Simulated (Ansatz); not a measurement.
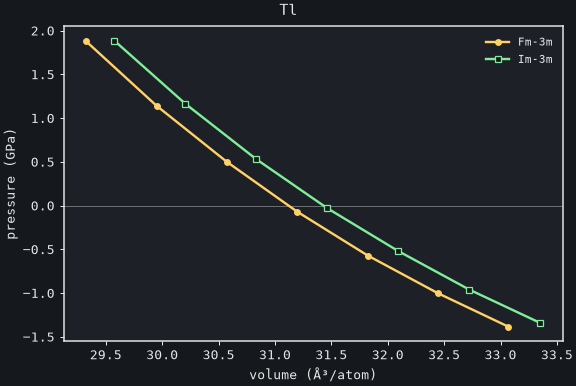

The figure shows the pressure against volume, with one curve for each structure, for Tl.

Computed with Ansatz 0.2.0 development build: equation of state of a cubic crystal from periodic Kohn-Sham density functional theory without spin, third-order Birch-Murnaghan fit to the free energies; pressure corrected for the finite basis. Level: PBE, no spin-orbit coupling.

atoms in cell 1; occupation method Fermi–Dirac; occupation width 0.06123 eV; wave cutoff 420 eV; datasets soft-1 PAW; density tolerance 1e−07 eV; bands 11; density cutoff ratio 4; search for lower states default.

Settings that differ: Fm-3m: k mesh 38×38×38, lattice centring face-centred primitive, space group number 225, structure type fcc; Im-3m: k mesh 20×20×20, lattice centring body-centred primitive, space group number 229, structure type bcc.

Tabulate the plotted points.

Fm-3m:
| volume (Å³/atom) | pressure (GPa) |
| --- | --- |
| 29.33 | 1.878 |
| 29.95 | 1.142 |
| 30.57 | 0.500 |
| 31.20 | −0.070 |
| 31.82 | −0.570 |
| 32.45 | −1.002 |
| 33.07 | −1.384 |

Im-3m:
| volume (Å³/atom) | pressure (GPa) |
| --- | --- |
| 29.58 | 1.885 |
| 30.21 | 1.164 |
| 30.84 | 0.530 |
| 31.46 | −0.030 |
| 32.09 | −0.520 |
| 32.72 | −0.960 |
| 33.35 | −1.341 |

Caveats: cubic model structure, not the ambient form; no spin-orbit coupling with 6p elements.
